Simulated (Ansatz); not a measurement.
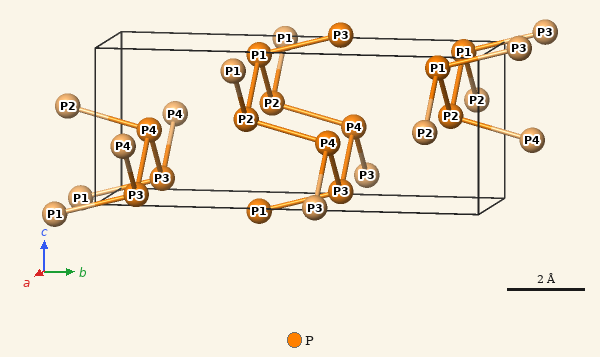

The structure as given in the input (ball-and-stick view of the cell 2 times as large as that of the calculation, set on its symmetry axes, seen slightly off an axis; neighbours outside the cell are drawn fainter; atoms are numbered from 1 in the order of the input). An atom can appear more than once, as a periodic image.

## Geometry relaxation of P (part 1 of 2)

- system: P (Cmce, 4 atoms in the cell)
- method: DFT PBEsol, scalar-relativistic, plane waves, PAW, no spin polarisation (Ansatz 0.2.0)

The structure derives from an entry of the Crystallography Open Database. Figures and captions count atoms from 1; the log counts them from 0 in places.

The program's output:
```
Engine: ansatz 0.2.0, aarch64-unknown-linux-gnu
Pseudopotentials: kind: paw
Pseudopotential: P, paw, valence charge 5, recommended cutoff 420 eV (normal), P.paw.azcp
Functional definition: PBEsol
  exchange = pbesol_x
  correlation = pbesol_c
Crystal: 4 atoms, lattice volume = 70.415 Å³
Basis set: ecut = 420 eV, 1381 PW (Γ), exchange–correlation on 72×72×60 points (8 copies of the dense FFT grid, shifted against one another)
Bands: 14, of which v1, the nominal top of the filled ones, is band 10 counted from 1 (9 counted from 0)
Symmetry: 8 space group operations
Space group: Cmce (ITA 64), of the structure as read, at distance tolerance 4.1e-5 Å
k-points: 342 of 1960
Non-local potential: P, projectors of the file, l = 0: 2, l = 1: 2, l = 2: 2
PAW form: soft (Blöchl's): semilocal exchange-correlation on the pseudo side does not see the compensation charge
PAW frozen core: P, regenerated for the run's functional, and the local potential with it (the file was generated under x = pbe(κ = 0.804, μ = 0.2195149727645171), c = pbe(β = 0.06672455060314922))
PAW one-centre angular grid: P, 110 points (default); XC on 64 Gauss nodes
Initial density: superposition of atomic densities (neutral atoms: chi_scale 0, normalization atom), corrected by the library's trained network
Initial wavefunctions: pseudopotential atomic-orbital guess
Functional: x = pbesol(κ = 0.804, μ = 0.12345679012345678), c = pbesol(β = 0.046)
SCF iter   1: F=—  HF=-2960.144062 eV  |F-HF|=—  |Δ(HF+E_count)|=         —  Δρ=4.07e-3  dr2=1.02e-2  ethr=1.77e-3  ⟨swp⟩=7.4  Hψ=34428  notcnv=0
preconditioner: auto → Kerker (q_TF=auto, 2.212 Å⁻¹)  [metal: Δε(μ)=0.050 eV  Ē_g=8.979 eV  σ=0.100 eV  W_gap=0.27  n_scr=12 (ndim 8)  ℏωp=19.8 eV  f_vac=0.000  D(μ)=0.16/eV (n_scr^D=0)]
SCF iter   2: F=—  HF=-2960.142736 eV  |F-HF|=—  |Δ(HF+E_count)|=   1.33e-3  Δρ=2.38e-3  dr2=3.71e-3  ethr=5.08e-5  ⟨swp⟩=2.3  Hψ=10046  notcnv=0
SCF iter   3: F=—  HF=-2960.142106 eV  |F-HF|=—  |Δ(HF+E_count)|=   6.30e-4  Δρ=3.00e-4  dr2=9.03e-5  ethr=1.86e-5  ⟨swp⟩=2.4  Hψ=7509  notcnv=0
SCF iter   4: F=—  HF=-2960.142101 eV  |F-HF|=—  |Δ(HF+E_count)|=   5.02e-6  Δρ=1.28e-4  dr2=1.56e-5  ethr=4.51e-7  ⟨swp⟩=2.7  Hψ=8138  notcnv=0
SCF iter   5: F=—  HF=-2960.142101 eV  |F-HF|=—  |Δ(HF+E_count)|=   3.94e-7  Δρ=1.39e-5  dr2=1.29e-7  ethr=7.78e-8  ⟨swp⟩=2.1  Hψ=7316  notcnv=0
SCF iter   6: F=-2960.142101 eV  HF=-2960.142101 eV  |F-HF|=2.59e-9  |Δ(HF+E_count)|=   4.48e-8  Δρ=3.09e-6  dr2=9.69e-9  ethr=5.00e-10  ⟨swp⟩=13.0  Hψ=41942  notcnv=0
SCF 1 converged in 6 iterations: F = -2960.142101 eV  dr2 = 9.69e-9
  greatest PAW one-centre occupation: 0.809 electrons in one spin orbital (limit 2), on the P atom at site 3 (counted from 0), in its partial waves of l = 0
relax step   1: F+E_penalty+E_count = -2960.14210141 eV  Δ(F+E_penalty+E_count) = +0.000e0 eV  max|allowed force component| = 2.261e-2 eV/Å  Δτ_max = 0.0000 Å  P = -0.080 GPa  Ω = 70.415 Å³  (6 SCF iters, dr2 threshold 1.00e-7 eV, accepted)
Crystal: 4 atoms, lattice volume = 71.060 Å³
Basis set: ecut = 420 eV, 1389 PW (Γ), exchange–correlation on 72×72×60 points (8 copies of the dense FFT grid, shifted against one another)
Initial density: handed on by an earlier stage of this run
Initial wavefunctions: those handed on with the density
iter 1 solved again at ethr=2.90e-6 eV; its pass at ethr=3.10e-3 eV (dr2=5.79e-4 eV) is discarded
SCF iter   1: F=—  HF=-2960.144096 eV  |F-HF|=—  |Δ(HF+E_count)|=         —  Δρ=1.10e-3  dr2=6.03e-4  ethr=2.90e-6  ⟨swp⟩=2.8  Hψ=40710  notcnv=0
preconditioner: auto → Kerker (q_TF=auto, 2.209 Å⁻¹)  [metal: Δε(μ)=0.044 eV  Ē_g=8.980 eV  σ=0.100 eV  W_gap=0.24  n_scr=12 (ndim 8)  ℏωp=19.7 eV  f_vac=0.000  D(μ)=0.16/eV (n_scr^D=0)]
SCF iter   2: F=—  HF=-2960.144026 eV  |F-HF|=—  |Δ(HF+E_count)|=   6.95e-5  Δρ=6.52e-4  dr2=2.39e-4  ethr=2.90e-6  ⟨swp⟩=1.0  Hψ=4799  notcnv=0
SCF iter   3: F=—  HF=-2960.143986 eV  |F-HF|=—  |Δ(HF+E_count)|=   4.08e-5  Δρ=6.83e-5  dr2=2.01e-6  ethr=1.19e-6  ⟨swp⟩=2.4  Hψ=8036  notcnv=0
SCF iter   4: F=-2960.143985 eV  HF=-2960.143986 eV  |F-HF|=2.00e-7  |Δ(HF+E_count)|=   3.96e-9  Δρ=1.52e-5  dr2=3.85e-7  ethr=2.00e-9  ⟨swp⟩=13.8  Hψ=44004  notcnv=0
SCF 2 converged in 4 iterations: F = -2960.143985 eV  dr2 = 3.85e-7
relax step   2: F+E_penalty+E_count = -2960.14398536 eV  Δ(F+E_penalty+E_count) = -1.884e-3 eV  max|allowed force component| = 9.285e-2 eV/Å  Δτ_max = 0.0110 Å  P = -0.067 GPa  Ω = 71.060 Å³  energy of the carried Pulay correction = -1.410e-4 eV  (4 SCF iters, dr2 threshold 4.00e-7 eV, accepted)
Crystal: 4 atoms, lattice volume = 71.176 Å³
iter 1 solved again at ethr=1.02e-6 eV; its pass at ethr=3.10e-3 eV (dr2=2.03e-4 eV) is discarded
SCF iter   1: F=—  HF=-2960.145593 eV  |F-HF|=—  |Δ(HF+E_count)|=         —  Δρ=5.76e-4  dr2=2.14e-4  ethr=1.02e-6  ⟨swp⟩=3.2  Hψ=38710  notcnv=0
preconditioner: auto → Kerker (q_TF=auto, 2.208 Å⁻¹)  [metal: Δε(μ)=0.043 eV  Ē_g=8.981 eV  σ=0.100 eV  W_gap=0.24  n_scr=12 (ndim 8)  ℏωp=19.7 eV  f_vac=0.000  D(μ)=0.15/eV (n_scr^D=0)]
SCF iter   2: F=—  HF=-2960.145561 eV  |F-HF|=—  |Δ(HF+E_count)|=   3.26e-5  Δρ=3.32e-4  dr2=7.19e-5  ethr=1.02e-6  ⟨swp⟩=1.1  Hψ=4870  notcnv=0
SCF iter   3: F=—  HF=-2960.145547 eV  |F-HF|=—  |Δ(HF+E_count)|=   1.39e-5  Δρ=3.70e-5  dr2=9.38e-7  ethr=3.60e-7  ⟨swp⟩=2.1  Hψ=7254  notcnv=0
SCF iter   4: F=-2960.145547 eV  HF=-2960.145547 eV  |F-HF|=1.30e-7  |Δ(HF+E_count)|=   7.26e-8  Δρ=1.08e-5  dr2=1.90e-7  ethr=2.00e-9  ⟨swp⟩=14.0  Hψ=43734  notcnv=0
SCF 3 converged in 4 iterations: F = -2960.145547 eV  dr2 = 1.90e-7
  greatest PAW one-centre occupation: 0.808 electrons in one spin orbital (limit 2), on the P atom at site 3 (counted from 0), in its partial waves of l = 0
relax step   3: F+E_penalty+E_count = -2960.14554680 eV  Δ(F+E_penalty+E_count) = -1.561e-3 eV  max|allowed force component| = 2.775e-2 eV/Å  Δτ_max = 0.0063 Å  P = -0.021 GPa  Ω = 71.176 Å³  energy of the carried Pulay correction = -1.661e-4 eV  (4 SCF iters, dr2 threshold 4.00e-7 eV, accepted)
Crystal: 4 atoms, lattice volume = 71.587 Å³
Basis set: ecut = 420 eV, 1403 PW (Γ), exchange–correlation on 72×72×60 points (8 copies of the dense FFT grid, shifted against one another)
iter 1 solved again at ethr=1.44e-6 eV; its pass at ethr=3.10e-3 eV (dr2=2.89e-4 eV) is discarded
SCF iter   1: F=—  HF=-2960.146139 eV  |F-HF|=—  |Δ(HF+E_count)|=         —  Δρ=6.92e-4  dr2=2.58e-4  ethr=1.44e-6  ⟨swp⟩=3.3  Hψ=39074  notcnv=0
preconditioner: auto → Kerker (q_TF=auto, 2.206 Å⁻¹)  [metal: Δε(μ)=0.025 eV  Ē_g=8.978 eV  σ=0.100 eV  W_gap=0.14  n_scr=12 (ndim 8)  ℏωp=19.6 eV  f_vac=0.000  D(μ)=0.14/eV (n_scr^D=0)]
SCF iter   2: F=—  HF=-2960.146097 eV  |F-HF|=—  |Δ(HF+E_count)|=   4.18e-5  Δρ=3.98e-4  dr2=8.91e-5  ethr=1.29e-6  ⟨swp⟩=1.0  Hψ=4803  notcnv=0
SCF iter   3: F=—  HF=-2960.146082 eV  |F-HF|=—  |Δ(HF+E_count)|=   1.54e-5  Δρ=4.31e-5  dr2=1.21e-6  ethr=4.46e-7  ⟨swp⟩=2.6  Hψ=7374  notcnv=0
SCF iter   4: F=—  HF=-2960.146082 eV  |F-HF|=—  |Δ(HF+E_count)|=   1.05e-7  Δρ=9.73e-6  dr2=1.62e-7  ethr=4.48e-10  ⟨swp⟩=14.1  Hψ=43818  notcnv=0
SCF iter   5: F=-2960.146082 eV  HF=-2960.146082 eV  |F-HF|=6.55e-9  |Δ(HF+E_count)|=   3.51e-8  Δρ=2.75e-6  dr2=1.30e-8  ethr=4.48e-10  ⟨swp⟩=9.7  Hψ=30754  notcnv=0
SCF 4 converged in 5 iterations: F = -2960.146082 eV  dr2 = 1.30e-8
  greatest PAW one-centre occupation: 0.808 electrons in one spin orbital (limit 2), on the P atom at site 2 (counted from 0), in its partial waves of l = 0
relax step   4: F+E_penalty+E_count = -2960.14608207 eV  Δ(F+E_penalty+E_count) = -5.353e-4 eV  max|allowed force component| = 1.375e-2 eV/Å  Δτ_max = 0.0071 Å  P = +0.028 GPa  Ω = 71.587 Å³  energy of the carried Pulay correction = -2.552e-4 eV  (5 SCF iters, dr2 threshold 8.95e-8 eV, accepted)
Crystal: 4 atoms, lattice volume = 71.643 Å³
iter 1 solved again at ethr=4.17e-8 eV; its pass at ethr=3.10e-3 eV (dr2=8.34e-6 eV) is discarded
SCF iter   1: F=—  HF=-2960.146096 eV  |F-HF|=—  |Δ(HF+E_count)|=         —  Δρ=1.04e-4  dr2=7.76e-6  ethr=4.17e-8  ⟨swp⟩=3.3  Hψ=38590  notcnv=0
preconditioner: auto → Kerker (q_TF=auto, 2.206 Å⁻¹)  [metal: Δε(μ)=0.021 eV  Ē_g=8.974 eV  σ=0.100 eV  W_gap=0.12  n_scr=12 (ndim 8)  ℏωp=19.6 eV  f_vac=0.000  D(μ)=0.14/eV (n_scr^D=0)]
SCF iter   2: F=—  HF=-2960.146097 eV  |F-HF|=—  |Δ(HF+E_count)|=   1.49e-6  Δρ=6.11e-5  dr2=2.87e-6  ethr=3.88e-8  ⟨swp⟩=1.0  Hψ=4788  notcnv=0
SCF iter   3: F=—  HF=-2960.146097 eV  |F-HF|=—  |Δ(HF+E_count)|=   5.57e-7  Δρ=8.87e-6  dr2=4.27e-8  ethr=1.43e-8  ⟨swp⟩=2.1  Hψ=7125  notcnv=0
SCF iter   4: F=-2960.146097 eV  HF=-2960.146097 eV  |F-HF|=7.34e-9  |Δ(HF+E_count)|=   9.51e-9  Δρ=2.37e-6  dr2=9.91e-9  ethr=1.60e-10  ⟨swp⟩=11.3  Hψ=35944  notcnv=0
SCF 5 converged in 4 iterations: F = -2960.146097 eV  dr2 = 9.91e-9
relax step   5: F+E_penalty+E_count = -2960.14609665 eV  Δ(F+E_penalty+E_count) = -1.458e-5 eV  max|allowed force component| = 3.238e-3 eV/Å  Δτ_max = 0.0002 Å  P = -0.016 GPa  Ω = 71.643 Å³  energy of the carried Pulay correction = -2.671e-4 eV  (4 SCF iters, dr2 threshold 3.19e-8 eV, accepted)
Basis set: ecut = 420 eV, 1403 PW (Γ), exchange–correlation on 80×80×60 points (8 copies of the dense FFT grid, shifted against one another)
Initial wavefunctions: pseudopotential atomic-orbital guess (no wavefunctions were taken with the density)
iter 1 solved again at ethr=5.46e-7 eV; its pass at ethr=3.10e-3 eV (dr2=1.09e-4 eV) is discarded
SCF iter   1: F=—  HF=-2960.146473 eV  |F-HF|=—  |Δ(HF+E_count)|=         —  Δρ=3.03e-5  dr2=6.98e-8  ethr=5.46e-7  ⟨swp⟩=4.1  Hψ=50612  notcnv=0
eigensolver tolerance schedule: the retry pair's looser diagonalisation over-reported the residual by 1563.14 of it (diagonalisation noise at 0.38 of the residual, at the tolerance the schedule requests for it); recorded, not acted on — ethr = c·dr2/N_el stays at c = 1.0e-1
preconditioner: auto → Kerker (q_TF=auto, 2.206 Å⁻¹)  [metal: Δε(μ)=0.020 eV  Ē_g=8.974 eV  σ=0.100 eV  W_gap=0.11  n_scr=12 (ndim 8)  ℏωp=19.6 eV  f_vac=0.000  D(μ)=0.14/eV (n_scr^D=0)]
SCF iter   2: F=—  HF=-2960.146472 eV  |F-HF|=—  |Δ(HF+E_count)|=   1.22e-6  Δρ=1.60e-5  dr2=1.95e-8  ethr=3.49e-10  ⟨swp⟩=3.3  Hψ=9991  notcnv=0
SCF iter   3: F=—  HF=-2960.146472 eV  |F-HF|=—  |Δ(HF+E_count)|=   1.02e-7  Δρ=6.32e-7  dr2=2.11e-10  ethr=9.73e-11  ⟨swp⟩=2.6  Hψ=8269  notcnv=0
SCF iter   4: F=—  HF=-2960.146472 eV  |F-HF|=—  |Δ(HF+E_count)|=  1.41e-11  Δρ=3.07e-7  dr2=6.59e-11  ethr=1.00e-12  ⟨swp⟩=10.8  Hψ=33772  notcnv=0
SCF iter   5: F=-2960.146472 eV  HF=-2960.146472 eV  |F-HF|=4.55e-13  |Δ(HF+E_count)|=  3.18e-12  Δρ=5.87e-8  dr2=1.29e-12  ethr=1.00e-12  ⟨swp⟩=6.9  Hψ=22674  notcnv=0
SCF 6 converged in 5 iterations: F = -2960.146472 eV  dr2 = 1.29e-12
relax step   6: F+E_penalty+E_count = -2960.14647189 eV  Δ(F+E_penalty+E_count) = -3.752e-4 eV  max|allowed force component| = 3.316e-3 eV/Å  Δτ_max = 0.0000 Å  P = -0.005 GPa  Ω = 71.643 Å³  stress off target by 6.85e-3 GPa  SCF on the basis re-selected at this cell (its energy is not comparable with the rows above)  (5 SCF iters)
```

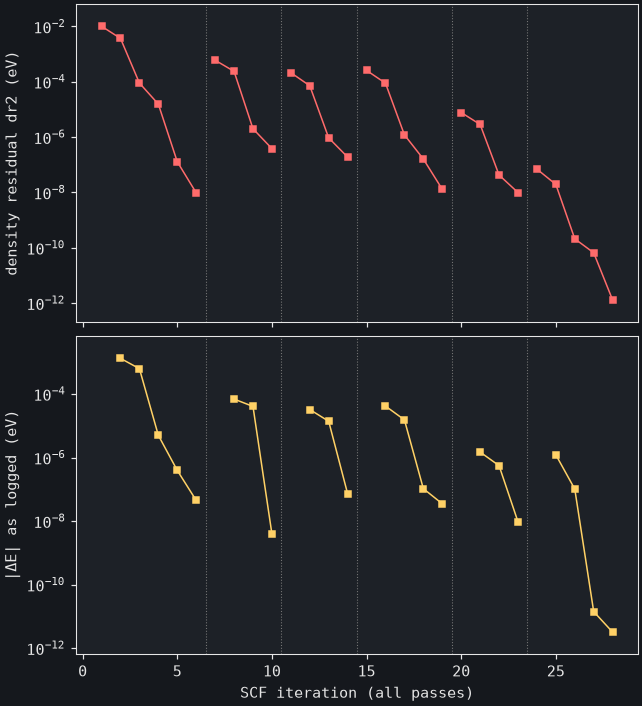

Convergence of the self-consistent field: density residual dr2 and size of the energy change against the SCF iteration. The dotted lines part the SCF passes of the relaxation: geometry steps, rejected trials and re-solves on a re-selected basis. The 6 passes take 4 to 6 iterations each, 28 in all.

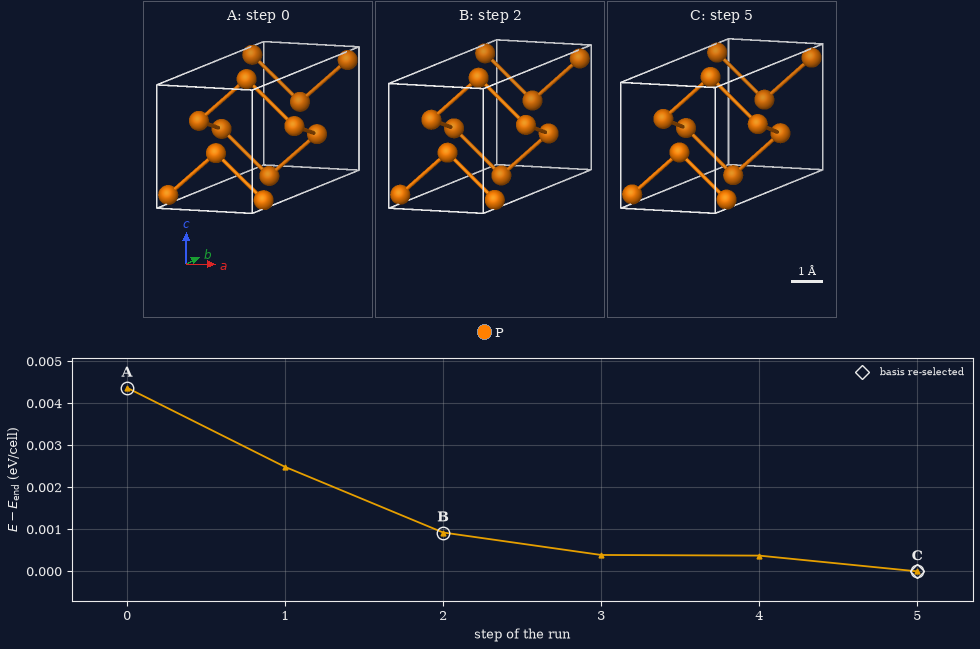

Frames of the relaxation (ball-and-stick view of the cell 2 times as large as that of the calculation, set on its symmetry axes, seen slightly off an axis) above the curves, on which the letters mark them (the first geometry is step 0 here and step 1 in the log).
